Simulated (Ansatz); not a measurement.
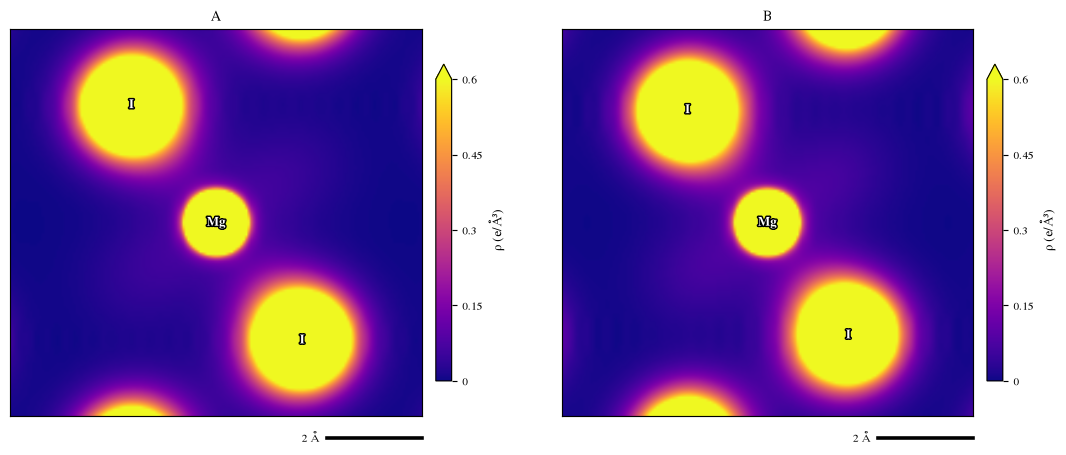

MgI$_{2}$. The valence charge density (pseudo) of two cells that differ in size, on the (110) plane of each (indices in the axes of the calculation cell), at one length scale and on one colour scale; one has 36.7 and the other 41.8 Å³ an atom.

Theory: Ansatz 0.2.0, DFT PBE, scalar-relativistic, plane waves, PAW.

The larger cell:

```xyz
3
Lattice="4.2735 0.0000 0.0000 -2.1367 3.7009 0.0000 0.0000 0.0000 7.9348" Properties=species:S:1:pos:R:3 pbc="T T T"
Mg    0.0000    0.0000    0.0000
I     0.0000    2.4673    6.1443
I     2.1368    1.2336    1.7905
```

The smaller cell: a = 4.092 Å, b = 4.092 Å, c = 7.598 Å, α = 90.00°, β = 90.00°, γ = 120.00°.

> Which panel shows the smaller cell, and what does the compression change?

Panel B is the smaller cell, by 12 % in volume. From the larger cell to the smaller, Mg–I goes from 3.05 to 2.90 Å, and the density at its midpoint from 0.22 to 0.27 e/Å³; the pressure goes from −2.0 to 1.5 GPa; the Kohn–Sham gap goes from 3.3 eV to 3.6 eV.
